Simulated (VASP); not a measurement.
```yaml
crystal:
  lattice:
    - [0.00000, 4.04350, 0.00000]
    - [0.00000, 0.00000, 4.04350]
    - [4.04350, 0.00000, 0.00000]
  atoms:
    - { symbol: K, position: [0.00000, 0.00000, 0.50000] }
    - { symbol: Br, position: [0.50000, 0.50000, 0.50000] }
```

Space group P4/mmm; a structure from a database of computed crystals, not necessarily the ambient phase; computed pressure about 6 GPa in this cell.

These are results of Kohn-Sham DFT of a periodic cell, LDA, VASP PAW LDA potentials, recommended (VASP 6.6.1), not measurements.

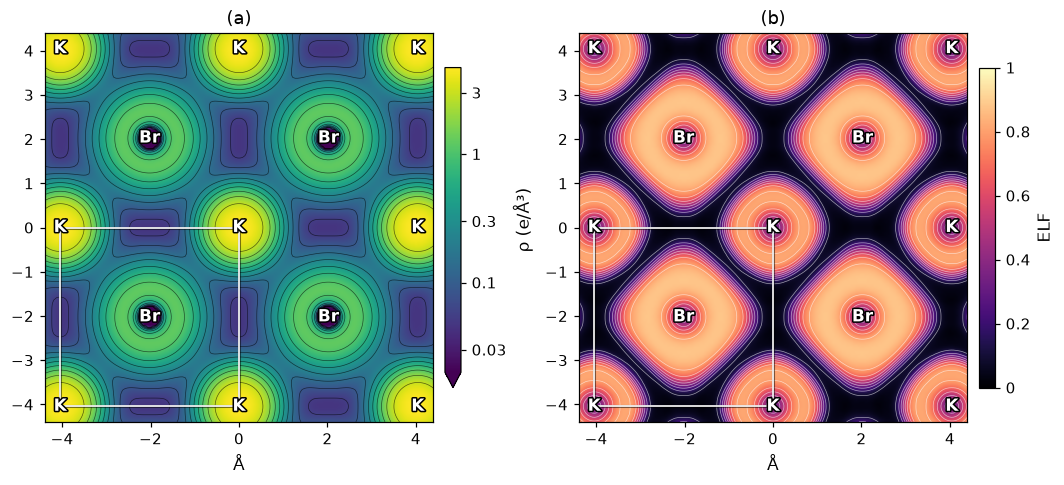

KBr. (a) valence pseudo-density; (b) electron localisation function on the (001) plane of the conventional cell.

In a PAW calculation such maps are meaningful between the atoms, not at the nuclei.

**Describe what can be read from this map.**

The section cuts through K and Br sites. K–Br (2.86 Å): ρ is about 0.2 e/Å³ halfway; the ELF is about 0.15 at the midpoint; an ionic contact with no shared pair. Between the atoms the lowest density in this plane is 0.05 e/Å³. The features right at K lie inside the PAW spheres, where the map follows smoothed inner orbitals and isn't to be read closely.

**Metal or insulator at this level of theory?**

It is gapped, with a Kohn–Sham gap of 3.3 eV on the k-point mesh (the band edges may lie off the mesh, which would make the gap smaller).
